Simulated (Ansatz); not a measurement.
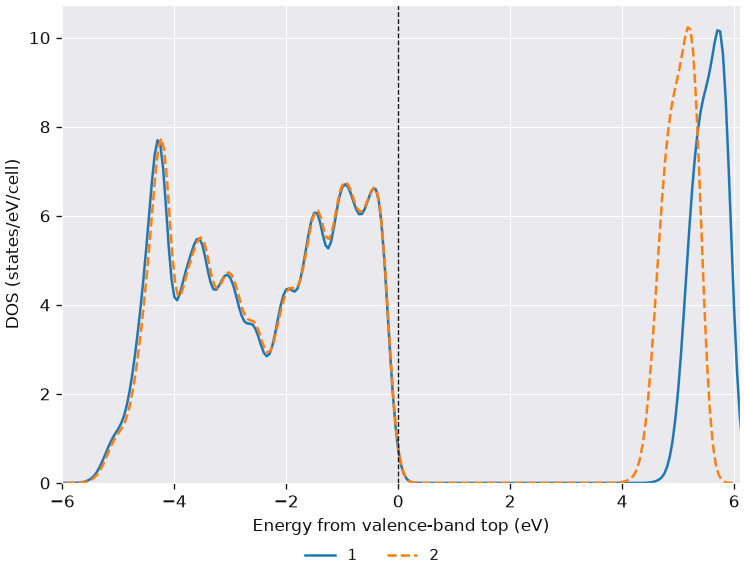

Total densities of states of ZrO2, space group Pmmn (No. 59), 6 atoms in the cell, uniaxial (y) strain −3.0%, by two methods on the same cell. The curves are built from the levels of the k mesh with Gaussians 0.3 eV wide, which also blur the band edges. Each is counted from its own valence-band top.

Question: Which curve is which? The methods: PBE, r2SCAN.

Answer: 1 is r2SCAN; 2 is PBE. r2SCAN gives a gap of 4.67 eV and PBE gives a gap of 4.12 eV.

Settings. r2SCAN: DFT, r2SCAN, plane waves, PAW, no spin polarisation, 8×8×6 k mesh, 500 eV cutoff (Ansatz 0.2.0). PBE: DFT, PBE, plane waves, PAW, no spin polarisation, 8×8×6 k mesh, 420 eV cutoff, Fermi-Dirac smearing of 0.02 eV (Ansatz).
